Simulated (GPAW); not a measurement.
# NaCl (Fm-3m): how ε∞ follows the gap

The empty bands of NaCl (Fm-3m) are shifted up rigidly by Δ, and ε∞ is computed for each shift.

Cell: a, b, c = 3.974, 3.974, 3.974 Å (primitive vectors), 2 atoms.

Method: GPAW 26.7.0, PBE, RPA, k-mesh 11×11×11, local fields up to 50 eV, Lorentzian half width 0.15 eV.

Launch of the response step: `OMP_NUM_THREADS=1 python df.py`. The series took 2.5 min in all, its band step included, on 1 thread of Arm Neoverse V1 (shared host).

```
Δ (eV)     ε∞
  0.00  2.327
  0.40  2.281
  0.80  2.238
  1.20      ?
  1.60  2.161
  2.00  2.126
```

With one effective transition at E₀ and fixed dipole strength, ε∞ − 1 = A/(E₀ + Δ), so 1/(ε∞ − 1) is linear in Δ.

Working, on the rows shown:

| x = Δ (eV) | y = 1/(ε∞ − 1) |
| --- | --- |
| 0 | 0.75358 |
| 0.4 | 0.78064 |
| 0.8 | 0.807754 |
| 1.6 | 0.861326 |
| 2 | 0.888099 |

Means: x̄ = 0.96, ȳ = 0.81828. Σ(x − x̄)(y − ȳ) = 0.185, Σ(x − x̄)² = 2.752. Slope = 0.185 / 2.752 = 0.06724; intercept = ȳ − slope · x̄ = 0.75373. Turned back into ε∞, the line misses the rows shown by at most 0.00036.

Problem. Fill in the last column of the withheld row.

Solution. At x = 1.2 the line gives y = 0.83442, that is 2.198. The run gave 2.198, so the interpolation holds to the digits printed.

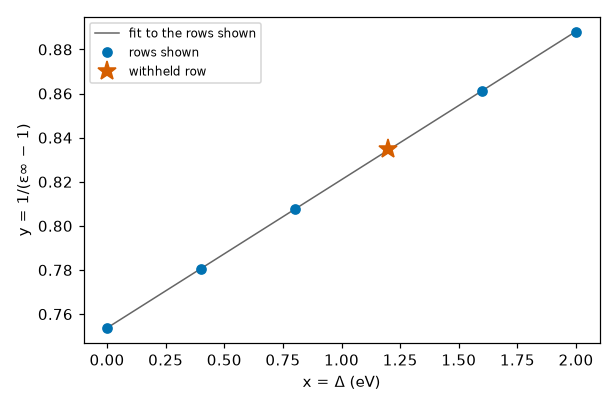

Refitted with all rows, the slope is 0.06726 and the intercept 0.75376. These give E₀ = intercept/slope = 11.2 eV, far above the least direct gap of 5.16 eV: most of the screening comes from transitions well over the edge. Over the first step ε∞ falls by 5 % per eV. The cell comes from an older database entry, whose edges can be off by a per cent or so. Excitons are left out; PBE gaps are as a rule too small. The values come from a sum over the points of one k-mesh and carry its error, which grows as the direct gap shrinks.

[Logs are printed without paths, hosts, clocks, repeated set-up lines and the standing remarks that a program may print on its own settings, such as how far it seeks lower states.]
